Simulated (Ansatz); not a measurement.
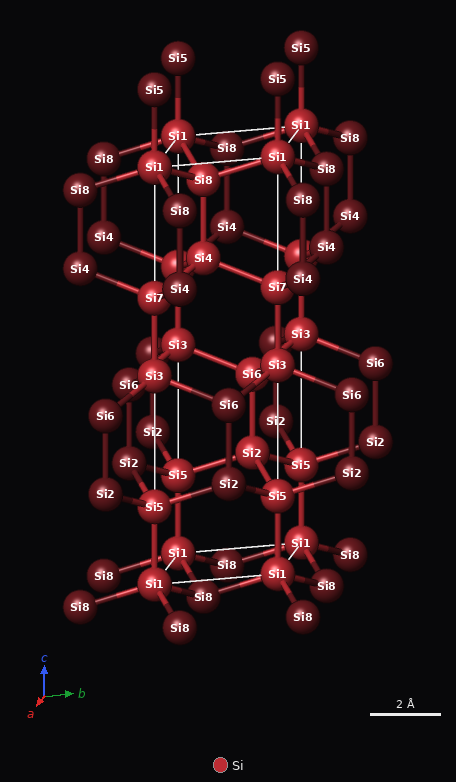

Fig. 1: The structure (ball-and-stick view of the cell of the calculation, seen slightly off an axis; neighbours outside the cell are drawn fainter; atoms are numbered from 1 in the order of the input). Near neighbours in the crystal (not all of them lie inside the picture): Si has 4 Si at 2.30 to 2.33 Å.

**Si: a changed input and its effect**

System: Si (P6₃/mmc, 8 atoms in the cell).
Method of run 1: DFT, r2SCAN, plane waves, PAW, no spin polarisation (Ansatz 0.2.0).

The structure was built on a prototype by a generator. The geometry comes from this level: r2SCAN. Text and figures count atoms from 1; the logs count them from 0 in places.

## Input file, run 1
```yaml
crystal:
  lattice:
    - [3.7617819332, 0.0, 0.0]
    - [-1.8808909666, 3.2577987176, 0.0]
    - [0.0, 0.0, 12.3659726558]
  atoms:
    - { symbol: Si, position: [0.0, 0.0, 0.0005516776] }
    - { symbol: Si, position: [0.3333333333, 0.6666666667, 0.2496687367] }
    - { symbol: Si, position: [0.0, 0.0, 0.5005516776] }
    - { symbol: Si, position: [0.6666666667, 0.3333333333, 0.7496687367] }
    - { symbol: Si, position: [0.0, 0.0, 0.1869483224] }
    - { symbol: Si, position: [0.3333333333, 0.6666666667, 0.4378312633] }
    - { symbol: Si, position: [0.0, 0.0, 0.6869483224] }
    - { symbol: Si, position: [0.6666666667, 0.3333333333, 0.9378312633] }
kpoints:
  mp_grid: { grid: [6, 6, 2] }
hamiltonian:
  xc: r2scan
scf:
  occupations: { method: fixed }
  n_extra_bands: 6
output:
  forces: true
  stress: true
  eigenvalues: true
```

Command:
```bash
ansatz run input.yaml --threads 2 --pin off --max-ram 3686MiB --backend cpu --events-out ev --progress --plain --runs-dir out
```

Hardware: 2 threads of Arm Neoverse V1, 24 GiB of memory available, shared host.

## Output, shortened to warnings, some set-up lines, iterations and results (run 1)
```
Basis set: ecut = 500 eV, 3825 PW (Γ), exchange–correlation on 120×120×384 points (64 copies of the dense FFT grid, shifted against one another)
Symmetry: 24 space group operations
k-points: 14 of 72
Initial density: superposition of atomic densities (neutral atoms: chi_scale 0, normalization atom), corrected by the library's trained network
[...]
SCF iter   1: F=—  HF=-5112.175182 eV  |F-HF|=—  |Δ(HF+E_count)|=         —  Δρ=3.82e-3  dr2=1.52e-2  dr2_τ=6.12e-2  ethr=1.77e-3  ⟨swp⟩=5.2  Hψ=1511  notcnv=0  defer=50
SCF iter   2: F=—  HF=-5112.253485 eV  |F-HF|=—  |Δ(HF+E_count)|=   7.83e-2  Δρ=2.59e-3  dr2=6.80e-3  dr2_τ=3.49e-5  ethr=4.76e-5  ⟨swp⟩=2.6  Hψ=686  notcnv=0  defer=56
SCF iter   3: F=—  HF=-5112.252977 eV  |F-HF|=—  |Δ(HF+E_count)|=   5.08e-4  Δρ=4.29e-4  dr2=1.94e-4  dr2_τ=8.05e-6  ethr=2.13e-5  ⟨swp⟩=3.0  Hψ=500  notcnv=0  defer=55
SCF iter   4: F=—  HF=-5112.253079 eV  |F-HF|=—  |Δ(HF+E_count)|=   1.02e-4  Δρ=8.37e-5  dr2=1.01e-5  dr2_τ=7.84e-8  ethr=6.07e-7  ⟨swp⟩=2.6  Hψ=507  notcnv=0  defer=51
SCF iter   5: F=—  HF=-5112.253115 eV  |F-HF|=—  |Δ(HF+E_count)|=   3.60e-5  Δρ=1.33e-5  dr2=5.71e-7  dr2_τ=4.58e-9  ethr=3.15e-8  ⟨swp⟩=3.0  Hψ=556  notcnv=0  defer=34
SCF iter   6: F=-5112.253115 eV  HF=-5112.253115 eV  |F-HF|=9.33e-10  |Δ(HF+E_count)|=   1.14e-7  Δρ=4.72e-6  dr2=3.50e-8  dr2_τ=5.74e-10  ethr=3.13e-10  ⟨swp⟩=12.5  Hψ=1847  …
SCF 1 converged in 6 iterations: F = -5112.253115 eV  dr2 = 3.50e-8
SCF converged after 6 iterations
Free energy (F): -5112.253115 eV
Harris-Foulkes:  -5112.253115 eV  (|F-HF|=9.33e-10)
Internal energy: -5112.253115 eV  (E = F + TS)
E sigma→0 (E₀):  -5112.253115 eV
Fermi energy:    6.895203 eV
--- Per-component energies (eV) ---
  E_band       = 41.249523
  E_kinetic    = 332.108929
  E_local      = -201.605892  (includes V_loc(G=0)·N_el)
  E_nonlocal   = 203.638624
  E_hartree    = 57.755160
  E_xc         = -416.008988
  E_vxc        = -403.324651  (∫ρ·V_xc dr)
  E_paw        = -4157.051090  (= ΣΔE_a)
  E_vpaw       = -20.818250  (= ΣTr[D̂ρ^β])
  E_aug_tail   = 0.000034  (compensation charges beyond the density's cutoff)
  E_vtau       = 15.740785  (kinetic-family band-sum trace: ∫τ·v_τ [+ j·A + Jᵃ·Aᵃ] dr)
  E_ewald      = -930.478429
  E_core_change = -0.611464  (= ΣΔE_core)
  E_smearing   = -0.000000  (= −TS)
  E_closure    = 0.000000  (closes the sum)
  Σ components = -5112.253115   (vs F -5112.253115, Δ=0.00e0)
--- Forces (eV/Å), atoms counted from 1 ---
  atom   1  Si    -0.00000000    -0.00000000    -0.00143092
  atom   2  Si    -0.00000000    -0.00000000     0.01277454
  atom   3  Si     0.00000000     0.00000000    -0.00143092
  atom   4  Si    -0.00000000     0.00000000     0.01277454
  atom   5  Si     0.00000000     0.00000000     0.00143092
  atom   6  Si    -0.00000000    -0.00000000    -0.01277454
  atom   7  Si     0.00000000    -0.00000000     0.00143092
  atom   8  Si    -0.00000000     0.00000000    -0.01277454
  max |Σ_I F_I| component: 1.30e-16 eV/Å
--- Stress (GPa, compression-positive) ---
        6.971048       0.000000       0.000000
        0.000000       6.971048       0.000000
        0.000000       0.000000       6.722476
  P = ⅓ Tr σ = 6.8882 GPa (68.882 kbar)
```

For run 2 the input was changed thus:
```diff
-    - [3.7617819332, 0.0, 0.0]
-    - [-1.8808909666, 3.2577987176, 0.0]
-    - [0.0, 0.0, 12.3659726558]
+    - [3.840174845, 0.0, 0.0]
+    - [-1.9200874225, 3.3256889707, 0.0]
+    - [0.0, 0.0, 12.6236709012]
```

Predict how the results change.

With the same functional and potentials, run 2 lies 24.8 meV per atom lower. The gap on the mesh goes from 0.64 to 0.77 eV. The pressure goes from 6.89 to 0.05 GPa. The volume per atom goes from 18.94 to 20.15 Å³. The cell is scaled evenly with the atoms at fixed fractional positions, so −ΔP/Δ ln V estimates the bulk modulus midway between the two volumes: about 110 GPa. The number of SCF iterations is the same. The plane waves at Γ go from 3825 to 4049.

## Output, shortened to warnings, some set-up lines, iterations and results (run 2)
```
Basis set: ecut = 500 eV, 4049 PW (Γ), exchange–correlation on 120×120×384 points (64 copies of the dense FFT grid, shifted against one another)
Symmetry: 24 space group operations
k-points: 14 of 72
Initial density: superposition of atomic densities (neutral atoms: chi_scale 0, normalization atom), corrected by the library's trained network
[...]
SCF iter   1: F=—  HF=-5112.389904 eV  |F-HF|=—  |Δ(HF+E_count)|=         —  Δρ=3.47e-3  dr2=1.59e-2  dr2_τ=4.91e-2  ethr=1.77e-3  ⟨swp⟩=5.2  Hψ=1504  notcnv=0  defer=51
SCF iter   2: F=—  HF=-5112.452866 eV  |F-HF|=—  |Δ(HF+E_count)|=   6.30e-2  Δρ=2.33e-3  dr2=6.76e-3  dr2_τ=2.59e-5  ethr=4.98e-5  ⟨swp⟩=2.3  Hψ=675  notcnv=0  defer=56
SCF iter   3: F=—  HF=-5112.451733 eV  |F-HF|=—  |Δ(HF+E_count)|=   1.13e-3  Δρ=3.08e-4  dr2=1.14e-4  dr2_τ=6.56e-6  ethr=2.11e-5  ⟨swp⟩=2.9  Hψ=530  notcnv=0  defer=55
SCF iter   4: F=—  HF=-5112.451825 eV  |F-HF|=—  |Δ(HF+E_count)|=   9.21e-5  Δρ=5.31e-5  dr2=2.98e-6  dr2_τ=5.47e-8  ethr=3.56e-7  ⟨swp⟩=2.1  Hψ=501  notcnv=0  defer=53
SCF iter   5: F=—  HF=-5112.451764 eV  |F-HF|=—  |Δ(HF+E_count)|=   6.10e-5  Δρ=9.15e-6  dr2=2.94e-7  dr2_τ=1.99e-9  ethr=9.31e-9  ⟨swp⟩=2.1  Hψ=505  notcnv=0  defer=41
SCF iter   6: F=-5112.451764 eV  HF=-5112.451764 eV  |F-HF|=9.49e-9  |Δ(HF+E_count)|=   8.57e-8  Δρ=4.32e-6  dr2=3.01e-8  dr2_τ=4.81e-10  ethr=3.13e-10  ⟨swp⟩=12.7  Hψ=1812  …
SCF 1 converged in 6 iterations: F = -5112.451764 eV  dr2 = 3.01e-8
SCF converged after 6 iterations
Free energy (F): -5112.451764 eV
Harris-Foulkes:  -5112.451764 eV  (|F-HF|=9.49e-9)
Internal energy: -5112.451764 eV  (E = F + TS)
E sigma→0 (E₀):  -5112.451764 eV
Fermi energy:    6.210183 eV
--- Per-component energies (eV) ---
  E_band       = 25.969943
  E_kinetic    = 323.463021
  E_local      = -216.140302  (includes V_loc(G=0)·N_el)
  E_nonlocal   = 199.920919
  E_hartree    = 60.568346
  E_xc         = -412.072504
  E_vxc        = -397.989595  (∫ρ·V_xc dr)
  E_paw        = -4156.096070  (= ΣΔE_a)
  E_vpaw       = -19.989053  (= ΣTr[D̂ρ^β])
  E_aug_tail   = 0.000034  (compensation charges beyond the density's cutoff)
  E_vtau       = 15.568494  (kinetic-family band-sum trace: ∫τ·v_τ [+ j·A + Jᵃ·Aᵃ] dr)
  E_ewald      = -911.483744
  E_core_change = -0.611464  (= ΣΔE_core)
  E_smearing   = -0.000000  (= −TS)
  E_closure    = 0.000000  (closes the sum)
  Σ components = -5112.451764   (vs F -5112.451764, Δ=0.00e0)
--- Forces (eV/Å), atoms counted from 1 ---
  atom   1  Si    -0.00000000     0.00000000    -0.00664410
  atom   2  Si     0.00000000     0.00000000    -0.00692782
  atom   3  Si     0.00000000    -0.00000000    -0.00664410
  atom   4  Si     0.00000000    -0.00000000    -0.00692782
  atom   5  Si     0.00000000    -0.00000000     0.00664410
  atom   6  Si     0.00000000     0.00000000     0.00692782
  atom   7  Si     0.00000000     0.00000000     0.00664410
  atom   8  Si     0.00000000    -0.00000000     0.00692782
  max |Σ_I F_I| component: 9.25e-17 eV/Å
--- Stress (GPa, compression-positive) ---
        0.122489      -0.000000       0.000000
        0.000000       0.122489      -0.000000
        0.000000      -0.000000      -0.108777
  P = ⅓ Tr σ = 0.0454 GPa (0.454 kbar)
```

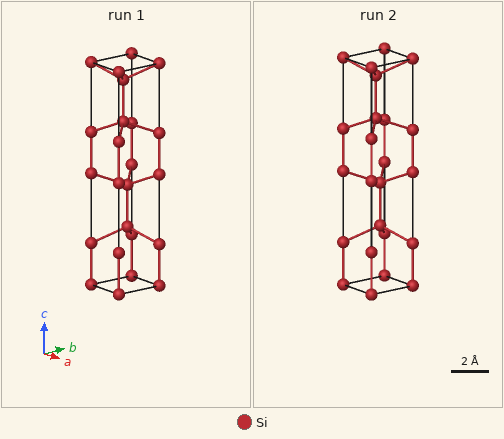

Fig. 2: The two input geometries at one scale (ball-and-stick view of the cell of the calculation, seen slightly off an axis). The atoms keep their places relative to the cell (all moves are under 0.005 Å). Cell: a = b 3.762 → 3.840 Å (+2.1 %), c 12.366 → 12.624 Å (+2.1 %). Volume +6.4 %. Among the contacts that change: Si–Si 2.327 → 2.375 Å, Si–Si 2.306 → 2.354 Å.

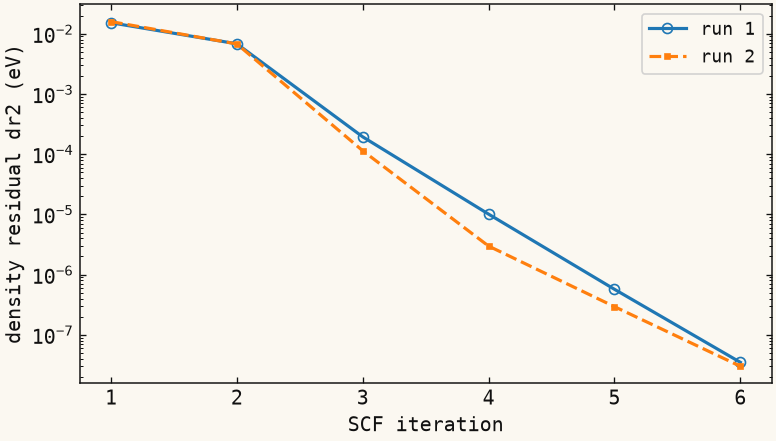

Fig. 3: Convergence of the two runs: density residual dr2 against the SCF iteration. Run 1 takes 6 iterations in all, and run 2 takes 6.

## The two runs side by side

```csv
quantity,run 1,run 2
outcome,converged,converged
free energy per atom (eV),−639.0316,−639.0565
gap on the mesh (eV),0.64,0.77
pressure (GPa),6.89,0.05
volume per atom (Å³),18.94,20.15
largest force (eV/Å),0.013,0.007
SCF iterations,6,6
irreducible k-points,14,14
plane waves at Γ,3825,4049
wall time (shared host),4.2 s,4.5 s
```

For run 1: The cell is under a pressure of 6.9 GPa at this level, so it is not at its equilibrium volume.
